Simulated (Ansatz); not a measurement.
# Gap against strain: armchair SiC nanoribbon (N = 7, H edges)

Set-up. Ansatz 0.2.0, plane waves with PAW datasets, PBE, Fermi-Dirac smearing of 0.05 eV, no spin-orbit coupling. The period is scaled from its relaxed value of 5.389 Å and the atoms relax, within the symmetry of the start, at each strain ε (in %); gaps, in eV, are read on a band path.

| period (Å) | energy (eV a cell) | place of the conduction minimum (Γ = 0, Z = 1) | ε | gap |
| --- | --- | --- | --- | --- |
| 5.173 | +0.401 | 1.00 | −4 | 2.457 |
| 5.389 | 0.000 | 0.00 | 0 | 2.359 |
| 5.497 | +0.097 | 0.00 | 2 | 2.27 |
| 5.604 | +0.379 | 0.00 | 4 | 2.171 |
| 5.712 | +0.838 | 0.00 | 6 | 2.066 |

One run is withheld: period (Å) = 5.281, with ε = −2. Fit a straight line gap = a + b × ε to the 5 rows shown and predict it.

**Fit.** The means are 1.6 for ε and 2.265 for gap. The sum of products of deviations is −2.324 and the sum of squares in ε is 59.2, so b = −2.324 / 59.2 = −0.03925 and a = 2.265 − (−0.03925) × 1.6 = 2.327. The residuals' standard deviation, with 3 degrees of freedom, is σ = 0.031.

**Prediction.** gap = 2.327 + (−0.03925) × −2 = 2.406. The run gave 2.448, so the prediction less the run is −0.042. The standard error of a prediction there, σ√(1 + 1/5 + (−2 − 1.6)²/59.2), is 0.036, and the miss is 1.2 times that, for a point between the fitted rows. With so few rows σ is itself uncertain.

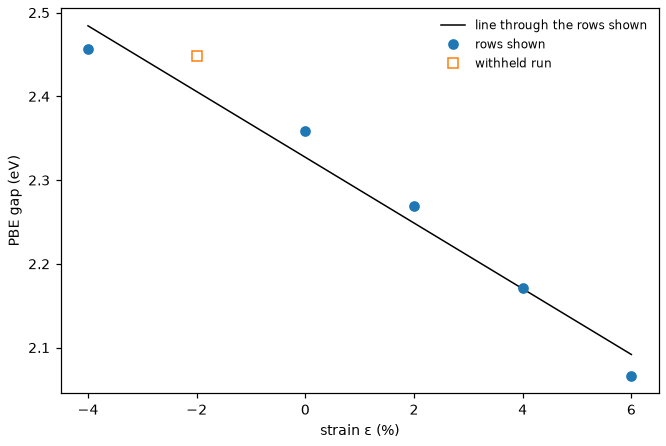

The fitted line, the rows shown and the withheld run.

The gap narrows at every step from compression to tension. The conduction minimum changes its place within the series, which a single slope can't follow.

Caveats: Kohn-Sham gaps of a wire among periodic images, which in a check on one flat ribbon (7 Å apart) lowered the gap by 0.2 eV and flattened the slope; the slope b × 100 is a mean deformation potential of the gap, in eV per unit strain. Between neighbouring runs it lies between −5.2 and −0.4 eV, so a bend, a kink or scatter between runs makes one line a rough account. The unstrained row comes from a denser mesh than the others, which shifts its energy a little. Series of this kind are told only where this holds: a gap at every strain (compound wires with polar facets were set aside first). 88 of 101 did.
